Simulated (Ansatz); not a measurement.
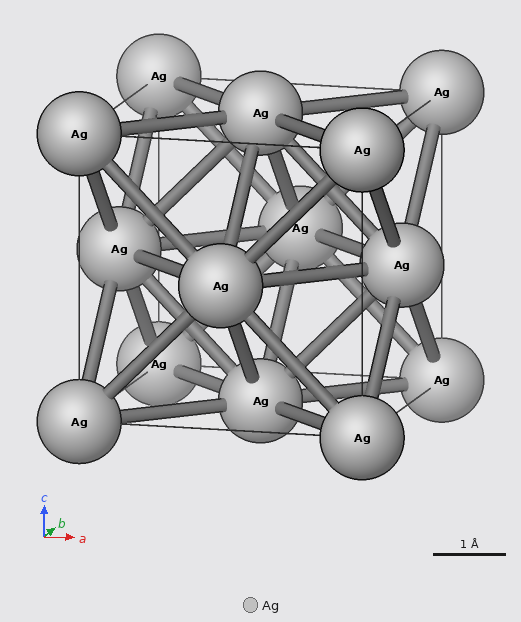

**Figure 1.** The structure (ball-and-stick view of the cell 4 times as large as that of the calculation, set on its symmetry axes, seen slightly off an axis). An atom can appear more than once, as a periodic image.

Ag: single-point calculation

Ag (1 atom in the cell), computed with DFT PBE, scalar-relativistic, plane waves, PAW, no spin polarisation (Ansatz 0.2.0).

The structure derives from an entry of the Crystallography Open Database. It belongs to a series of runs on one base structure; here: volume × 0.97.

Log:
```
Engine: ansatz 0.2.0, aarch64-unknown-linux-gnu
Pseudopotentials: kind: paw
Pseudopotential: Ag, paw, valence charge 19, recommended cutoff 420 eV (normal), Ag.paw.azcp
Functional definition: PBE
  parameter kappa = 0.804
  parameter beta = 0.06672455060314922
  exchange = pbe_x(kappa = kappa, mu = beta*pi^2/3)
  correlation = pbe_c(beta = beta)
Crystal: 1 atoms, lattice volume = 17.297 Å³
Basis set: ecut = 420 eV, 331 PW (Γ), exchange–correlation on 40×40×40 points (8 copies of the dense FFT grid, shifted against one another)
Bands: 14, of which v1, the nominal top of the filled ones, is band 10 counted from 1 (9 counted from 0)
Symmetry: 48 space group operations
Space group: Fm-3m (ITA 225), of the structure as read, at distance tolerance 2.6e-5 Å
k-points: 195 of 5832
Non-local potential: Ag, projectors of the file, l = 0: 3, l = 1: 2, l = 2: 2, l = 3: 1
PAW form: soft (Blöchl's): semilocal exchange-correlation on the pseudo side does not see the compensation charge
PAW one-centre angular grid: Ag, 590 points (default); XC on 64 Gauss nodes
Initial density: superposition of atomic densities (neutral atoms: chi_scale 0, normalization atom), corrected by the library's trained network
Initial wavefunctions: pseudopotential atomic-orbital guess
Functional: x = pbe(κ = 0.804, μ = 0.2195149727645171), c = pbe(β = 0.06672455060314922)
SCF iter   1: F=—  HF=-7590.551414 eV  |F-HF|=—  |Δ(HF+E_count)|=         —  Δρ=8.10e-4  dr2=1.53e-5  ethr=1.77e-3  ⟨swp⟩=4.6  Hψ=13539  notcnv=0
preconditioner: auto → none  [insulator: Δε(μ)=0.162 eV  Ē_g=16.118 eV  σ=0.100 eV  W_gap=0.65  n_scr=8 (ndim 8)  ℏωp=29.6 eV  f_vac=0.000  D(μ)=0.20/eV (n_scr^D=0)  ε∞_Penn≈4.4]
SCF iter   2: F=—  HF=-7590.551606 eV  |F-HF|=—  |Δ(HF+E_count)|=   1.92e-4  Δρ=4.27e-4  dr2=4.78e-6  ethr=8.06e-8  ⟨swp⟩=2.1  Hψ=6192  notcnv=0
SCF iter   3: F=—  HF=-7590.551641 eV  |F-HF|=—  |Δ(HF+E_count)|=   3.52e-5  Δρ=2.18e-4  dr2=6.67e-6  ethr=2.51e-8  ⟨swp⟩=2.0  Hψ=4517  notcnv=0
SCF iter   4: F=—  HF=-7590.551640 eV  |F-HF|=—  |Δ(HF+E_count)|=   1.20e-6  Δρ=3.53e-5  dr2=1.79e-7  ethr=2.51e-8  ⟨swp⟩=2.1  Hψ=3720  notcnv=0
iter 5 did not close the SCF: its close was put off for the readings that it lacked (scf_convergence_deferred on its scf_iter line)
SCF iter   5: F=-7590.551640 eV  HF=-7590.551640 eV  |F-HF|=1.57e-9  |Δ(HF+E_count)|=   4.29e-8  Δρ=4.03e-6  dr2=3.36e-10  ethr=9.44e-10  ⟨swp⟩=2.1  Hψ=3738  notcnv=0
SCF iter   6: F=-7590.551640 eV  HF=-7590.551640 eV  |F-HF|=9.55e-11  |Δ(HF+E_count)|=   1.83e-9  Δρ=8.60e-7  dr2=1.15e-10  ethr=1.77e-12  ⟨swp⟩=4.8  Hψ=13384  notcnv=0
SCF 1 converged in 6 iterations: F = -7590.551640 eV  dr2 = 1.15e-10
  greatest PAW one-centre occupation: 1.000 electrons in one spin orbital (limit 2), on the Ag atom at site 0 (counted from 0), in its partial waves of l = 0
SCF converged after 6 iterations
Free energy (F): -7590.551640 eV
Harris-Foulkes:  -7590.551640 eV  (|F-HF|=9.55e-11)
Internal energy: -7590.550644 eV  (E = F + TS)
E sigma→0 (E₀):  -7590.551142 eV
Entropy (-TS):   -0.000997 eV (-0.997 meV/atom)
Fermi energy:    17.011739 eV
--- Per-component energies (eV) ---
  E_band       = -239.385561
  E_kinetic    = 527.373709
  E_local      = -2216.094989  (includes V_loc(G=0)·N_el)
  E_nonlocal   = 79.923445
  E_hartree    = 1007.912932
  E_xc         = -184.972365
  E_vxc        = -235.045021  (∫ρ·V_xc dr)
  E_paw        = -3901.928180  (= ΣΔE_a)
  E_vpaw       = -411.369584  (= ΣTr[D̂ρ^β])
  E_aug_tail   = 0.000330  (compensation charges beyond the density's cutoff)
  E_ewald      = -2902.765525
  E_smearing   = -0.000997  (= −TS)
  E_closure    = -0.000000  (closes the sum)
  Σ components = -7590.551640   (vs F -7590.551640, Δ=0.00e0)
--- Forces (eV/Å), atoms counted from 1 ---
  atom   1  Ag    -0.00000000     0.00000000     0.00000000
  max |Σ_I F_I| component: 4.93e-32 eV/Å
--- Stress (GPa, compression-positive) ---
        3.073506      -0.000000      -0.000000
       -0.000000       3.073506      -0.000000
       -0.000000      -0.000000       3.073506
  P = ⅓ Tr σ = 3.0735 GPa (30.735 kbar)
--- Band table (eV; the first three rows and the last of 195) ---
  k-point 0: bands = ["-74.8851", "-38.2810", "-38.2810", "-38.2810", "9.3648", "12.3078", "12.3078", "12.3078", "13.3205", "13.3205", "32.8994", "36.3979", "36.3979", "36.3979"]
  k-point 1: bands = ["-74.8846", "-38.2857", "-38.2817", "-38.2817", "9.4606", "12.2857", "12.3343", "12.3343", "13.3103", "13.3103", "32.9182", "35.5832", "36.4376", "36.4376"]
  k-point 2: bands = ["-74.8832", "-38.2992", "-38.2838", "-38.2838", "9.7378", "12.2344", "12.4032", "12.4032", "13.2903", "13.2903", "32.6700", "34.2116", "36.5345", "36.5345"]
  k-point 194: bands = ["-74.8638", "-38.3922", "-38.3770", "-38.3414", "11.4106", "11.7954", "12.3109", "13.3604", "14.3043", "22.2682", "23.6263", "23.9121", "25.2146", "38.5233"]
```

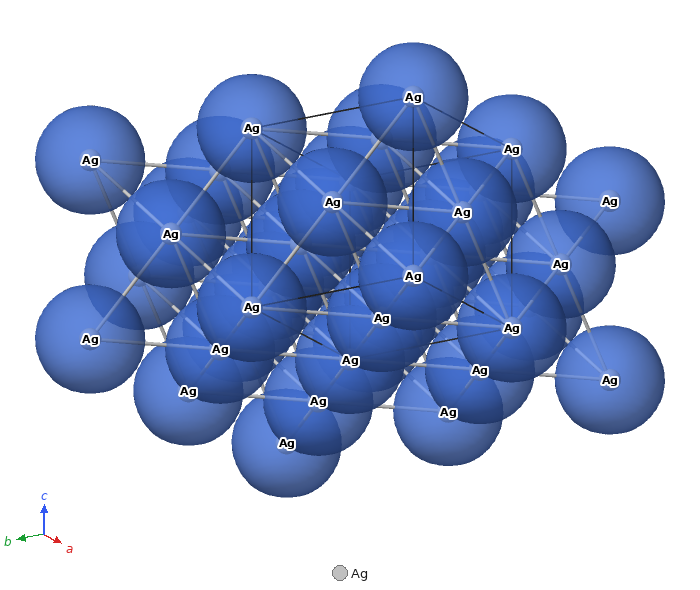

**Figure 2.** Isosurface of the valence pseudo-density at 0.3 e/Å³ (blue), seen at an oblique angle. Sticks mark near contacts. The outline is the cell set on symmetry axes. At this value the density breaks into separate islands; it holds about 90 % of the electrons treated as valence (semicore included). It is pinched off along the Ag–Ag (2.90 Å) contacts. On the grid the lowest density along these lines, outside the cores, is 0.21 e/Å³ (Ag–Ag, 2.90 Å). The fields are those of the smooth PAW valence density.

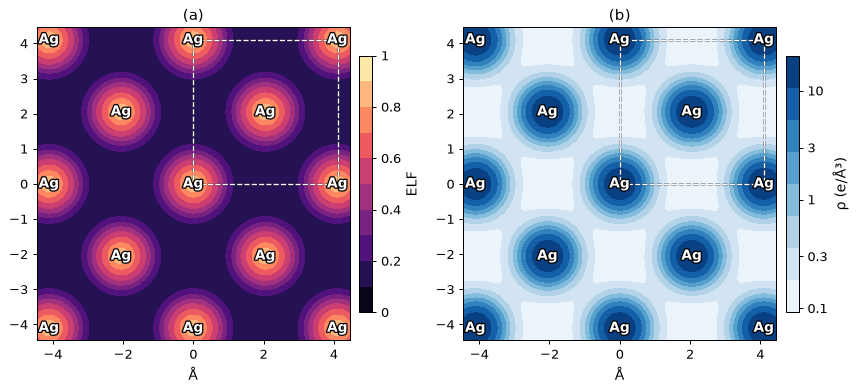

**Figure 3.** (a) electron localisation function; (b) valence pseudo-density on the (001) plane of the conventional cell. Ag–Ag (2.90 Å): ρ is about 0.21 e/Å³ halfway; the ELF is about 0.15 at the midpoint; no localised pair between them. Away from the nuclei the density in this plane falls to 0.09 e/Å³ at its lowest. The strong features right at Ag lie inside the PAW spheres (semicore, d or f shells) and say nothing about bonding.

The run was set up as follows.

The input:
```yaml
crystal:
  lattice:
    - [0.0, 2.0526425593, 2.0526425593]
    - [2.0526425593, 0.0, 2.0526425593]
    - [2.0526425593, 2.0526425593, 0.0]
  atoms:
    - { symbol: Ag, position: [0.0, 0.0, 0.0] }
basis:
  ecutwfc: 420
kpoints:
  mp_grid: { grid: [18, 18, 18] }
hamiltonian:
  xc: pbe
scf:
  occupations: { method: gaussian, width: 0.1 }
output:
  forces: true
  stress: true
  eigenvalues: true
  write_density: true
  write_potential: true
  elf: true
  volumetric_format: npy
```

Command:
```bash
ansatz run input.yaml --threads 1 --pin off --max-ram 2560MiB --backend cpu --events-out ev --progress --plain --runs-dir out
```

Results in brief:

```json
{"quantity": "outcome", "value": "converged"}
{"quantity": "space group (tolerance 0.01 Å)", "value": "Fm-3m (225)"}
{"quantity": "electrons treated", "value": "19"}
{"quantity": "free energy", "value": "−7590.5516 eV"}
{"quantity": "Fermi energy", "value": "17.012 eV"}
{"quantity": "gap on the k-point mesh", "value": "none (metallic)"}
{"quantity": "pressure", "value": "3.07 GPa"}
{"quantity": "largest force (length of the vector)", "value": "under 0.001 eV/Å"}
{"quantity": "hardware", "value": "1 thread of Arm Neoverse V1, 24 GiB of memory available, shared host"}
{"quantity": "wall time", "value": "3.4 s"}
{"quantity": "peak memory", "value": "0.3 GiB"}
```
